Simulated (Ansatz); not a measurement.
## Run report: MoTe$_{2}$, band-structure calculation

System: MoTe$_{2}$ (slab, 3 atoms in the cell).
Method: DFT r2SCAN, scalar-relativistic, plane waves, PAW, no spin polarisation (Ansatz 0.2.0).

The structure derives from an entry of the Crystallography Open Database. Figures and captions count atoms from 1; the log counts them from 0 in places.

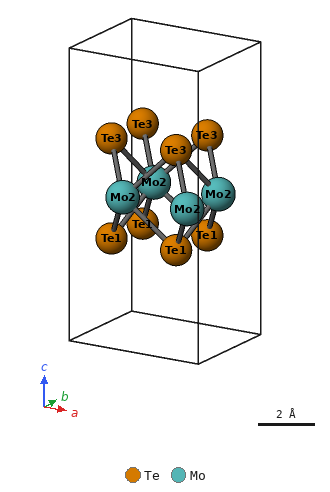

Figure 1. The input geometry (ball-and-stick view of the 2 × 2 repeat of the cell, with the vacuum cut short, seen slightly off an axis; atoms are numbered from 1 in the order of the input). An atom can appear more than once, as a periodic image. Near neighbours in the periodic cell (some may lie outside the picture): Te has 3 Mo at 2.72 Å; Mo has 6 Te at 2.72 Å.

Input file:
```yaml
crystal:
  lattice:
    - [3.5038921936, 0.0, 0.0]
    - [-1.7519460968, 3.0344596518, 0.0]
    - [0.0, 0.0, 33.2702079551]
  atoms:
    - { symbol: Te, position: [0.3333333333, 0.6666666667, 0.4453878238] }
    - { symbol: Mo, position: [0.6666666667, 0.3333333333, 0.5] }
    - { symbol: Te, position: [0.3333333333, 0.6666666667, 0.5546121762] }
  periodic: [true, true, false]
basis:
  ecutwfc: 500
kpoints:
  mp_grid: { grid: [12, 12, 1] }
  band_path:
    path:
      - [0, 0, 0]
      - [0.5, 0, 0]
      - [0.3333333333333, 0.3333333333333, 0]
      - [0, 0, 0]
    npoints: 8
hamiltonian:
  xc: r2scan
scf:
  occupations: { method: gaussian, width: 0.02 }
output:
  forces: true
  stress: true
  eigenvalues: true
  populations: true
  write_density: true
  write_potential: true
  elf: true
  volumetric_format: npy
```

Machine: 2 threads of Intel Xeon @ 2.50GHz (Skylake/Cascade Lake), 32 GiB of memory available, shared host.

Launched with:
```bash
ansatz run input.yaml --threads 2 --pin off --max-ram 5120MiB --backend cpu --events-out ev --progress --plain --runs-dir out
```

What the program printed:
```
Engine: ansatz 0.2.0, x86_64-unknown-linux-gnu
Pseudopotentials: kind: paw
Pseudopotential: Te, paw, valence charge 16, recommended cutoff 500 eV (meta_gga), Te.paw.azcp
Pseudopotential: Mo, paw, valence charge 14, recommended cutoff 500 eV (meta_gga), Mo.paw.azcp
Functional definition: r2SCAN
  parameter k0 = 0.174
  parameter k1 = 0.065
  parameter a1 = 4.9479
  exchange = r2scan_x(k0 = k0, k1 = k1, a1 = a1)
  correlation = r2scan_c
Crystal: 3 atoms, lattice volume = 353.743 Å³
Basis set: ecut = 500 eV, 8953 PW (Γ), exchange–correlation on 108×108×972 points (64 copies of the dense FFT grid, shifted against one another)
Bands: 28, of which v1, the nominal top of the filled ones, is band 23 counted from 1 (22 counted from 0)
Symmetry: 12 space group operations
Space group: P-6m2 (ITA 187), of the structure as read, at distance tolerance 7.1e-5 Å
k-points: 19 of 144 (time reversal used)
Non-local potential: Te, projectors of the file, l = 0: 2, l = 1: 2, l = 2: 2, l = 3: 2
Non-local potential: Mo, projectors of the file, l = 0: 3, l = 1: 2, l = 2: 2, l = 3: 1
PAW form: soft (Blöchl's): semilocal exchange-correlation on the pseudo side does not see the compensation charge
PAW frozen core: Te, regenerated for the run's functional (the file was generated under x = pbe(κ = 0.804, μ = 0.2195149727645171), c = pbe(β = 0.06672455060314922))
PAW frozen core: Mo, regenerated for the run's functional (the file was generated under x = pbe(κ = 0.804, μ = 0.2195149727645171), c = pbe(β = 0.06672455060314922))
PAW one-centre angular grid: Te, 590 points (default); XC on 160 Gauss nodes
PAW one-centre angular grid: Mo, 590 points (default); XC on 160 Gauss nodes
Initial density: superposition of atomic densities (neutral atoms: chi_scale 0, normalization atom), corrected by the library's trained network
Initial wavefunctions: pseudopotential atomic-orbital guess
Functional: x = r2scan, c = r2scan; τ floored in thin density (d = 2e-4 eV/Å³)
SCF iter   1: F=—  HF=-18958.035196 eV  |F-HF|=—  |Δ(HF+E_count)|=         —  Δρ=3.73e-3  dr2=8.24e-2  dr2_τ=1.89e-2  ethr=1.77e-3  ⟨swp⟩=18.4  Hψ=4348  notcnv=0
preconditioner: auto → Resta (q_TF=auto, 1.942 Å⁻¹)  ε∞=2.2  [insulator: Δε(μ)=1.276 eV  Ē_g=7.739 eV  σ=0.020 eV  W_gap=1.00  n_scr=20 (ndim 8)  ℏωp=8.4 eV  f_vac=0.765  D(μ)=0.00/eV (n_scr^D=0)  ε∞_Penn≈2.2  vacuum switching on, ρ_ref=4.3e-3 e/Å³]
SCF iter   2: F=—  HF=-18958.084633 eV  |F-HF|=—  |Δ(HF+E_count)|=   4.94e-2  Δρ=4.03e-3  dr2=1.80e-1  dr2_τ=1.28e-2  ethr=1.79e-4  ⟨swp⟩=4.3  Hψ=1300  notcnv=0  defer=19
SCF iter   3: F=—  HF=-18958.065135 eV  |F-HF|=—  |Δ(HF+E_count)|=   1.95e-2  Δρ=1.62e-3  dr2=5.73e-3  dr2_τ=1.91e-4  ethr=1.79e-4  ⟨swp⟩=3.0  Hψ=755  notcnv=0  defer=19
SCF iter   4: F=—  HF=-18958.070376 eV  |F-HF|=—  |Δ(HF+E_count)|=   5.24e-3  Δρ=2.19e-4  dr2=1.22e-4  dr2_τ=5.99e-5  ethr=1.25e-5  ⟨swp⟩=3.7  Hψ=1353  notcnv=0  defer=19
SCF iter   5: F=—  HF=-18958.070404 eV  |F-HF|=—  |Δ(HF+E_count)|=   2.84e-5  Δρ=6.35e-5  dr2=1.44e-5  dr2_τ=1.38e-6  ethr=2.64e-7  ⟨swp⟩=3.4  Hψ=1205  notcnv=0  defer=19
SCF iter   6: F=—  HF=-18958.070552 eV  |F-HF|=—  |Δ(HF+E_count)|=   1.48e-4  Δρ=3.31e-5  dr2=3.31e-6  dr2_τ=1.47e-7  ethr=3.12e-8  ⟨swp⟩=3.9  Hψ=1257  notcnv=0  defer=19
SCF iter   7: F=—  HF=-18958.070556 eV  |F-HF|=—  |Δ(HF+E_count)|=   4.40e-6  Δρ=9.23e-6  dr2=1.61e-7  dr2_τ=2.40e-8  ethr=7.18e-9  ⟨swp⟩=3.7  Hψ=1150  notcnv=0  defer=19
SCF iter   8: F=-18958.070557 eV  HF=-18958.070557 eV  |F-HF|=1.03e-8  |Δ(HF+E_count)|=   3.95e-7  Δρ=1.20e-6  dr2=4.12e-9  dr2_τ=1.40e-10  ethr=2.17e-10  ⟨swp⟩=26.5  Hψ=5768  notcnv=0
SCF 1 converged in 8 iterations: F = -18958.070557 eV  dr2 = 4.12e-9
  greatest PAW one-centre occupation: 0.997 electrons in one spin orbital (limit 2), on the Te atom at site 0 (counted from 0), in its partial waves of l = 2
NSCF: frozen V_eff on 25 k-points
WARN: The output density's exchange-correlation potential varies sharply where the density is thin. Do not read a vacuum level from v_tot or v_xc, or from such a field of the output density. On a cell that repeats whose density bears no net charge and no dipole along the vacuum's axis use v_es (v_loc + v_h of the components); under efield.dipole_correction with no amplitude use v_es + v_field, which holds any external_charges[].barrier, or the levels of the report's work_function block, which leave it out; under a non-zero efield.amplitude the vacuum is tilted and has no level; on a cell that repeats and bears such a dipole with no correction it is tilted too, and efield.dipole_correction with no amplitude gives each side of its ramp a level where efield: is served; in a cell that repeats whose density bears a net charge (total_charge, or a fill off its count) it is curved and has none; of a slab under crystal.periodic whose density bears no net charge use v_es, which has a level on each side, short of where the two are joined; of another it falls or rises all the way out and has none; of a slab beside external_charges read slab_vacuum_level instead, which it has where they leave it neutral. The grid or the basis barely resolves most such structure, and the values can differ between equally converged runs; as a rule a tighter scf.convergence.dr2_threshold does not remove it. Where the density itself ripples (under the LDA too) a higher basis.ecutwfc lessens it. The files hold the spikes' plane waves up to the density's cutoff. Files: v_tot_of_output_density and the like, and their columns of v_z.tsv (output.write_potential); v_xc_of_output_density and the like, and their columns of v_comp_z.tsv (output.write_potential_components). Measured: with its Gaussian average of σ = 0.25 Å subtracted twice, the exchange-correlation potential is over 0.1 eV at 4341 of the grid points where the equally averaged density (valence and model cores) is under 1e-3 e/Å³, and 0.325 eV at the most among them, at an averaged density of 9.9e-4 e/Å³. The input density's (outcome.potential() and, of a run that writes arrays, v_tot and v_xc) is over 0.1 eV, so measured, at 1004 points of its own thin density, 0.355 eV at the most. See output.write_potential in the manual, Limitations
SCF converged after 8 iterations
Free energy (F): -18958.070557 eV
Harris-Foulkes:  -18958.070557 eV  (|F-HF|=1.03e-8)
Internal energy: -18958.070557 eV  (E = F + TS)
E sigma→0 (E₀):  -18958.070557 eV
Fermi energy:    -4.329817 eV
--- Per-component energies (eV) ---
  E_band       = -1400.312344
  E_kinetic    = 802.845042
  E_local      = -119805.956903  (includes V_loc(G=0)·N_el)
  E_nonlocal   = -476.813917
  E_hartree    = 59728.979477
  E_xc         = -409.218266
  E_vxc        = -480.162470  (∫ρ·V_xc dr)
  E_paw        = -12591.216290  (= ΣΔE_a)
  E_vpaw       = -928.948174  (= ΣTr[D̂ρ^β])
  E_aug_tail   = -0.000073  (compensation charges beyond the density's cutoff)
  E_vtau       = 30.769314  (kinetic-family band-sum trace: ∫τ·v_τ [+ j·A + Jᵃ·Aᵃ] dr)
  E_ewald      = 53792.961865
  E_core_change = 0.348507  (= ΣΔE_core)
  E_smearing   = -0.000000  (= −TS)
  E_closure    = 0.000000  (closes the sum)
  Σ components = -18958.070557   (vs F -18958.070557, Δ=0.00e0)
--- Forces (eV/Å), atoms counted from 1 ---
  atom   1  Te     0.00000000     0.00000000     0.09616668
  atom   2  Mo    -0.00000000    -0.00000000    -0.00000000
  atom   3  Te     0.00000000     0.00000000    -0.09616668
  max |Σ_I F_I| component: 2.31e-17 eV/Å
--- 2D stress c σ (N/m, compression-positive) ---
        1.670828      -0.000000       0.000000
       -0.000000       1.670828       0.000000
        0.000000       0.000000       0.000000
  P = ½ c Tr σ = 1.6708 N/m
--- Band table (eV; the first three rows and the last of 19) ---
  k-point 0: bands = ["-67.6121", "-42.4386", "-42.4386", "-42.4223", "-42.4223", "-42.3592", "-42.3592", "-42.3456", "-42.3456", "-42.3301", "-42.3208", "-41.0480", "-40.8765", "-40.8765", "-18.2440", "-17.2510", "-10.2863", "-6.9806", "-6.6811", "-6.6811", "-5.8780", "-5.8780", "-5.5718", "-1.6510 (-1.6510°)", "-1.6510 (-1.6510°)", "-1.3601", "-1.3601", "-0.2823"]
  k-point 1: bands = ["-67.6113", "-42.4376", "-42.4367", "-42.4240", "-42.4207", "-42.3600", "-42.3597", "-42.3483", "-42.3457", "-42.3294", "-42.3199", "-41.0417", "-40.8873", "-40.8784", "-18.1392", "-17.1774", "-10.1735", "-7.1465", "-6.9041", "-6.5964", "-6.0156", "-5.8241", "-5.5742", "-2.0403", "-1.9240", "-1.5862 (-1.5862°)", "-1.5686", "-0.1353"]
  k-point 2: bands = ["-67.6093", "-42.4350", "-42.4316", "-42.4290", "-42.4161", "-42.3620", "-42.3608", "-42.3550", "-42.3462", "-42.3276", "-42.3174", "-41.0248", "-40.9166", "-40.8835", "-17.8341", "-16.9634", "-9.8620", "-7.5426", "-7.5069", "-6.3575", "-6.3539", "-5.9205", "-5.6391", "-2.8403", "-2.5558", "-2.1027", "-1.3920", "0.1872"]
  k-point 18: bands = ["-67.5997", "-42.4507", "-42.4180", "-42.4084", "-42.4075", "-42.3849", "-42.3688", "-42.3525", "-42.3520", "-42.3236", "-42.3059", "-41.0088", "-40.9544", "-40.9465", "-15.6818", "-15.4892", "-9.7926", "-9.6752", "-9.0257", "-8.2039", "-8.1008", "-6.9406", "-4.9659", "-3.6937", "-3.0293", "-2.2328", "-0.5737", "0.4664"]
  ° read free of the cell's end (the report's vacuum.weakly_bound_levels)
--- Löwdin populations: 3 sites ---
  site symbol       q [e]
     0     Te     15.8862
     1     Mo     14.0267
     2     Te     15.8862
  spilling = 0.004368 (of n_electrons = 46.000000)
```

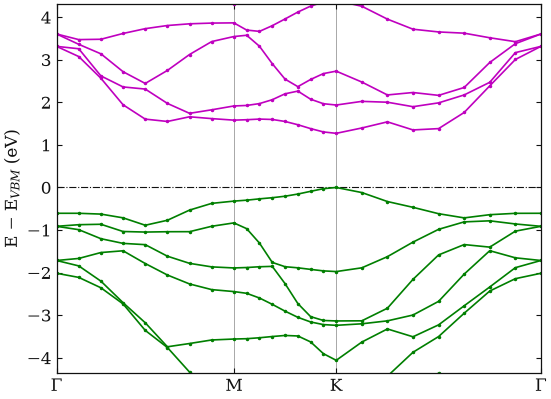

Figure 2. Band structure along Γ–M–K–Γ, with energies from the valence-band top. There is a gap of 1.27 eV on this path, direct, at K.

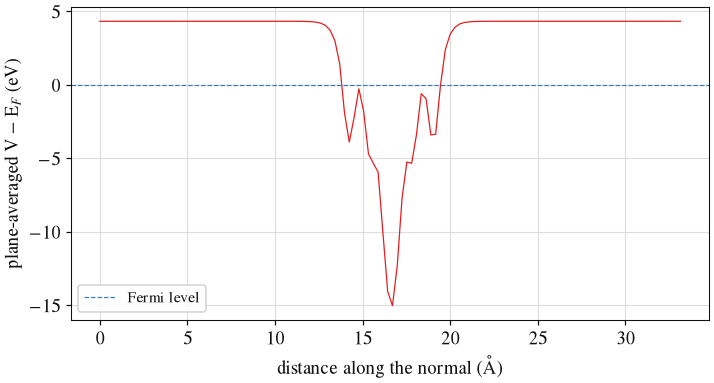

Figure 3. Plane average of the electrostatic potential energy of an electron across the cell, from the Fermi level. The vacuum level lies 4.33 eV above the Fermi level.

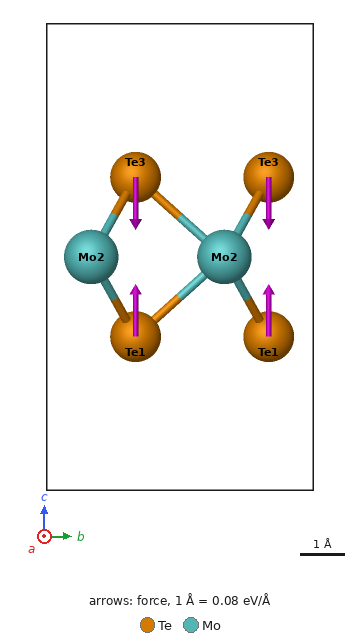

Figure 4. Forces on the atoms as pink arrows (ball-and-stick view of the 1 × 2 repeat of the cell, with the vacuum cut short, along the a axis; atoms are numbered from 1 in the order of the input). The largest act on Te1, Te3 (0.10 eV/Å). The geometry is not a stationary point of this energy.

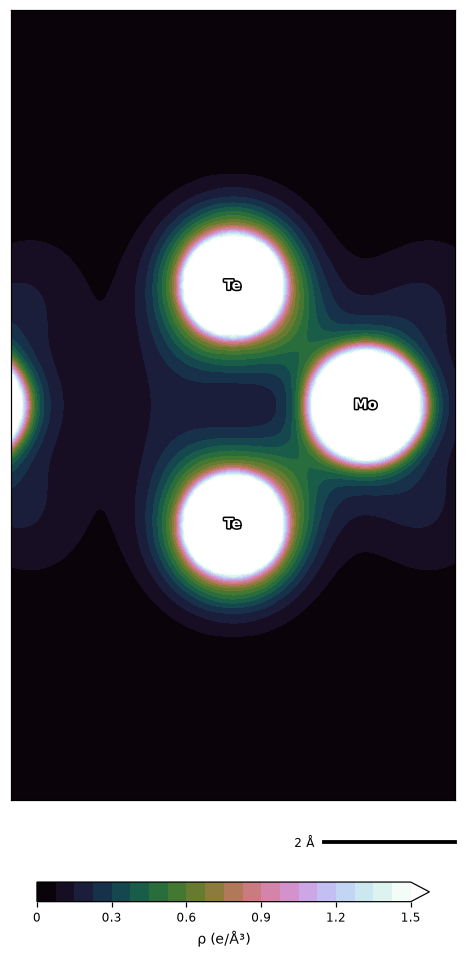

Figure 5. Valence pseudo-density on the (110) plane of the calculation cell, a cut from vacuum to vacuum. Atoms in the plane: Te and Mo. Te–Mo (2.72 Å): ρ at the midpoint is about 0.46 e/Å³. The density dies away to nearly zero in the vacuum. Core electrons are frozen (PAW), so the fields are smoothed inside the atomic spheres.

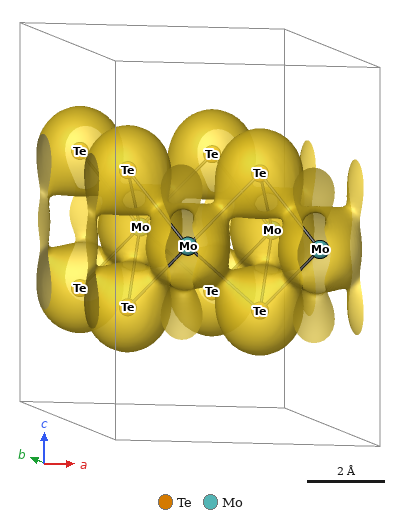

Figure 6. Isosurface of the valence charge density (pseudo) at 0.4 e/Å³ (yellow), seen slightly off an axis. Sticks mark near contacts. At this value the density is joined into sheets; it holds about 80 % of the electrons treated as valence (semicore included). On the grid the lowest density along these lines, outside the cores, is 0.46 e/Å³ (Te–Mo, 2.72 Å).

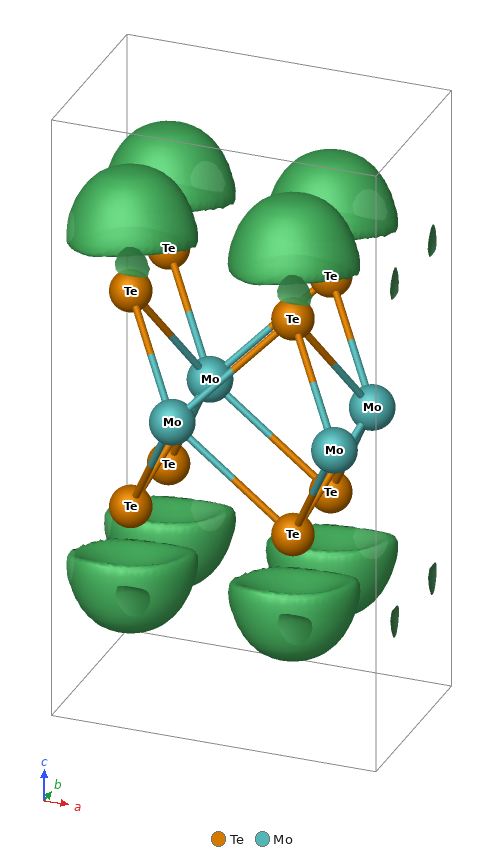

Figure 7. Isosurface of the electron localisation function at 0.7 (green), seen slightly off an axis. Only the valence region is drawn (cores and ρ < 0.01 e/Å³ removed). Sticks mark near contacts. Values along the shortest contacts: Te–Mo (2.72 Å): the ELF is about 0.55 at the midpoint.

Summary:

```tsv
quantity	value
outcome	converged
electrons treated	46
free energy	−18958.0706 eV
work function, top face	4.33 eV
work function, bottom face	4.33 eV
Fermi energy	−4.330 eV
gap on the k-point mesh	1.27 eV
gap on the band path	1.27 eV
work function (upper face)	4.33 eV
largest force (length of the vector)	0.096 eV/Å
wall time	53 s (CPU time 1.7 min)
peak memory	1.3 GiB
```

Remarks:

The program warns: the exchange-correlation potential is rough where the density is thin. Spin-orbit coupling is left out, which matters for Te.
